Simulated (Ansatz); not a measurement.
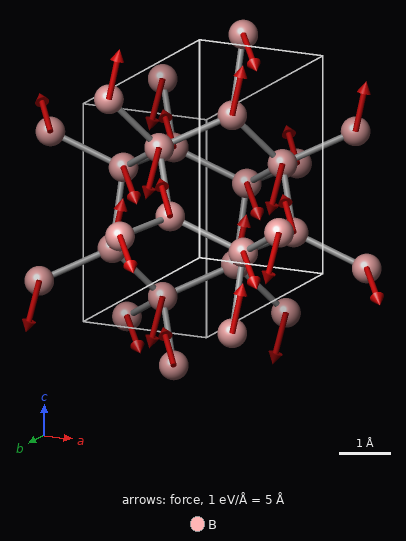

Starting geometry of solid B (a generated structure, set up in Imm2) (coarse preliminary run) with the computed forces as red arrows. Style: ball-and-stick. Shown: the conventional cell (2 times the calculation's cell), from a free direction. Lengths and directions refer to the drawn axes.

Level of theory: DFT PBE, scalar-relativistic, plane waves, PAW (Ansatz). Set-up: plane-wave cutoff 420 eV; k-point mesh 8 × 8 × 8; occupations gaussian; smearing width 0.1 eV; no spin polarisation; cell and atoms relaxed; force threshold 0.04 eV/Å; at most 70 steps.

### What follows when this structure is relaxed?

It isn't relaxed: the largest force vector, on B atoms, is 0.22 eV/Å. Measured relative to the changing cell, the final displacements run against the starting forces (cosine between the two patterns −0.72). The largest moves relative to the cell, 0.25 Å, are those of B atoms. The drawn cell changes as follows: a 2.713 → 3.104 Å (+14.4 %), b 5.262 → 5.267 Å (+0.1 %), c 4.472 → 4.503 Å (+0.7 %); the volume changes by +15.3 %. Some distances before and after: B–B 2.646 → 2.158 Å, B–B 1.613 → 1.871 Å, B–B 1.613 → 1.784 Å, B–B 1.613 → 1.662 Å. Among the angles between lasting bonds that change: B–B–B 114.5° → 138.0°, B–B–B 108.7° → 94.9°, B–B–B 120.9° → 110.8°. The space group stays Imm2 (No. 44). The energy falls by 231 meV per atom in 10 accepted moves (13 points after the start). The largest force component goes from 0.18 to 0.0067 eV/Å. Pressure: 36.20 GPa at the start and −0.13 GPa at the end. The line search rejected the trial step at point 6 of the run. At 2 points the geometry stayed and the basis and grid were re-selected for the new cell (energy shift of 6.1 meV per atom at most each time). Cost: 100 s on 1 thread of Arm Neoverse N1 (shared host), peak memory 0.33 GiB.
